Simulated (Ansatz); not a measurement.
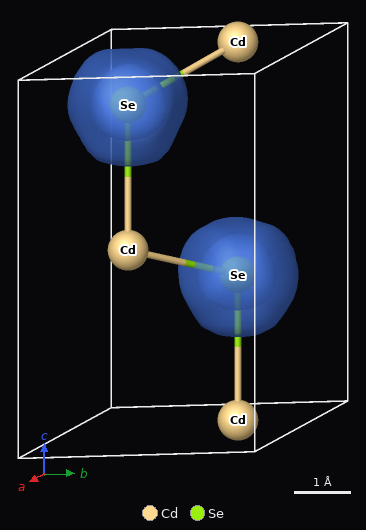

CdSe. Isosurface of the ELF at 0.75 (blue), seen slightly off an axis. Only the valence region is drawn (cores and ρ < 0.01 e/Å³ removed). Sticks mark near contacts.

Space group P6₃mc; computed pressure about 3 GPa in this cell.

These are results of DFT PBE, scalar-relativistic, plane waves, PAW in Ansatz, not measurements.

Input

```
crystal:
  lattice:
    - [4.3, 0.0, 0.0]
    - [-2.15, 3.7239092363, 0.0]
    - [0.0, 0.0, 7.02]
  atoms:
    - { symbol: Cd, position: [0.3333333333, 0.6666666667, 0.0] }
    - { symbol: Cd, position: [0.6666666667, 0.3333333333, 0.5] }
    - { symbol: Se, position: [0.3333333333, 0.6666666667, 0.385] }
    - { symbol: Se, position: [0.6666666667, 0.3333333333, 0.885] }
basis:
  ecutwfc: 420
kpoints:
  mp_grid: { grid: [12, 12, 6] }
hamiltonian:
  xc: pbe
scf:
  occupations: { method: gaussian, width: 0.02 }
output:
  forces: true
  stress: true
  eigenvalues: true
  populations: true
  write_density: true
  write_potential: true
  elf: true
  volumetric_format: npy
```

Command:

```sh
ansatz run input.yaml --threads 1 --pin off --max-ram 2560MiB --backend cpu --events-out ev --progress --plain --runs-dir out
```

Below, planes, directions and counts refer to the conventional cell (a = 4.30 Å, b = 4.30 Å, c = 7.02 Å, α = 90.00°, β = 90.00°, γ = 120.00°).

Describe the localisation domains.

The surface consists of two regions wrapped around Se (the valence shell of each), counted in one cell of 4 atoms. Any copies at cell faces, edges or corners count once. Profiles from the grid: Cd–Se (2.61 Å): the ELF is about 0.40 at the midpoint. Cd–Se (2.70 Å): the ELF is about 0.40 at the midpoint and 0.15 at its lowest between the atoms.

Does the calculation make it a metal, or give it a gap?

It is gapped, with a Kohn–Sham gap of 0.70 eV on the k-point mesh (the band edges may lie off the mesh, which would make the gap smaller).
